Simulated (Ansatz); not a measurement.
Start from this file.

```xyz
10
Lattice="6.6632 0.0000 0.0000 0.0000 6.6632 0.0000 0.0000 0.0000 3.3123" Properties=species:S:1:pos:R:3 pbc="T T T"
Si    0.8944    4.2260    0.0000
Si    5.7688    2.4372    0.0000
Si    4.2260    5.7688    0.0000
Si    2.4372    0.8944    0.0000
W     3.3316    3.3316    0.0000
W     0.0000    0.0000    0.0000
W     4.3944    1.0629    1.6562
W     2.2687    5.6003    1.6562
W     1.0629    2.2687    1.6562
W     5.6003    4.3944    1.6562
```

Question: Say what kind of structure these coordinates give.

Answer: The formula is Si₂W₃. Space group P4/mbm (No. 127), lattice primitive tetragonal. Content of the cell: 4 Si, 6 W (Z = 2). By contacts within bonding range, the coordination numbers are Si 9 and W 4 to 6 (mean 5.3). Not all metal-metal contacts are counted.

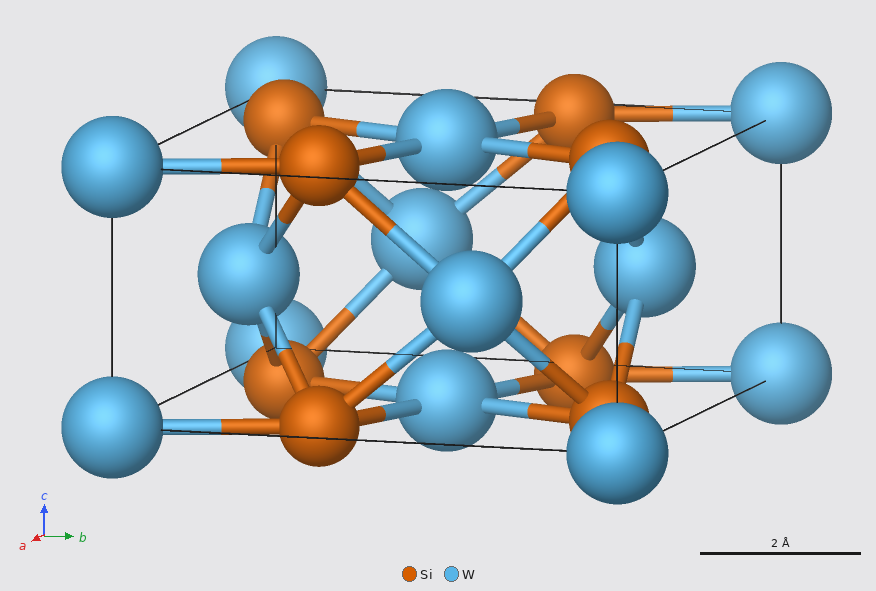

An orthographic ball-and-stick view of the structure, slightly off an axis. The frame is the conventional unit cell; atoms at its boundary are shown with their periodic copies.

Its origin is a structure listed in the Materials Project. The cell was then strained or its atoms displaced on purpose. Ansatz was used for an electronic-structure calculation on it.
